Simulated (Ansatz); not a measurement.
The coordinates of a crystal:

```cif
data_structure
_symmetry_space_group_name_H-M 'F -4 3 m'
_symmetry_Int_Tables_number 216
_cell_length_a 3.6096
_cell_length_b 3.6096
_cell_length_c 3.6096
_cell_angle_alpha 90.000
_cell_angle_beta 90.000
_cell_angle_gamma 90.000
_cell_volume 47.03
loop_
_atom_site_label
_atom_site_type_symbol
_atom_site_symmetry_multiplicity
_atom_site_Wyckoff_symbol
_atom_site_fract_x
_atom_site_fract_y
_atom_site_fract_z
_atom_site_occupancy
B1 B 4 a 0.00000 0.00000 0.00000 1
N1 N 4 d 0.25000 0.25000 0.75000 1
```

> What would you see if this were drawn?

The material is BN. It is face-centred cubic, space group F-43m (No. 216). Among the common structure types it is zinc blende (sphalerite type). It has 8 atoms to the cell (4 B, 4 N). Each B has four N in a tetrahedral arrangement at 1.56 Å. N bonds to four B in a tetrahedral arrangement at 1.56 Å. The bonds build a three-dimensional framework.

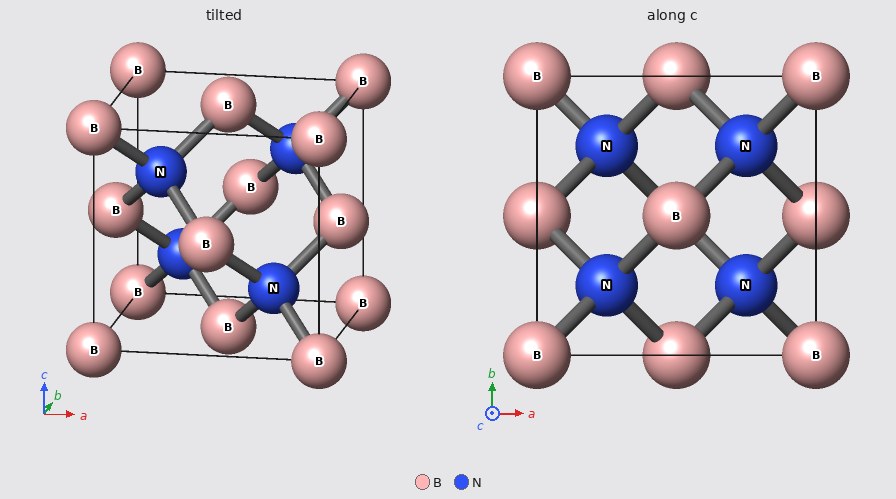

An orthographic ball-and-stick view of the structure, slightly off an axis and along the c axis. The conventional unit cell is drawn as a box. Colours: boron pink, nitrogen blue.

Provenance: a structure listed in the Materials Project. Earlier steps of the study may have refined or changed the cell and positions. It was run through Ansatz as a DFT input.
